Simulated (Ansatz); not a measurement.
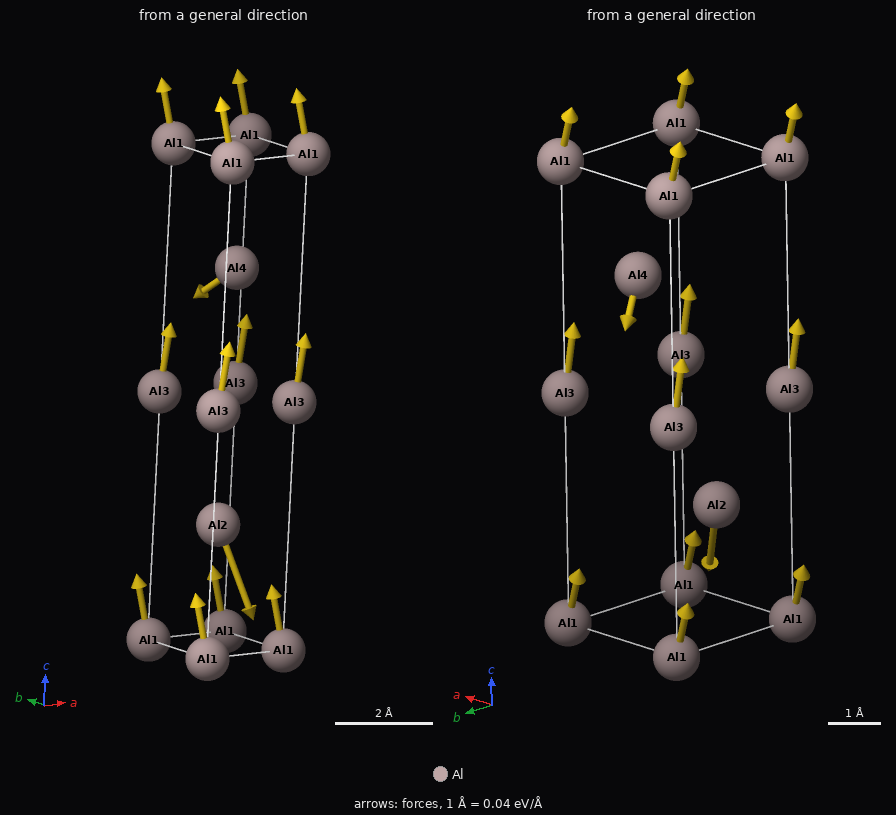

The crystal in a spheres-only representation, seen from two general directions. The wireframe shows the cell (the run's own, in a reduced setting). The arrows are the computed forces on the atoms.

System: Al. All computed values are from Ansatz 0.2.0, DFT r2SCAN, scalar-relativistic, plane waves, PAW. Settings: wavefunction cutoff 500 eV, k-points about 0.24 Å⁻¹ apart, Gaussian smearing of 0.15 eV, no spin polarisation.

### Could this be the end point of a relaxation?

No. The atoms still feel forces of up to about 0.068 eV/Å, above a usual threshold of 0.01 to 0.03 eV/Å.

### Where does the largest force act?

Al2, about 0.068 eV/Å.

Source of the structure: a structure listed in the Materials Project. The cell was then strained or its atoms displaced on purpose. A calculation with Ansatz used it as input.
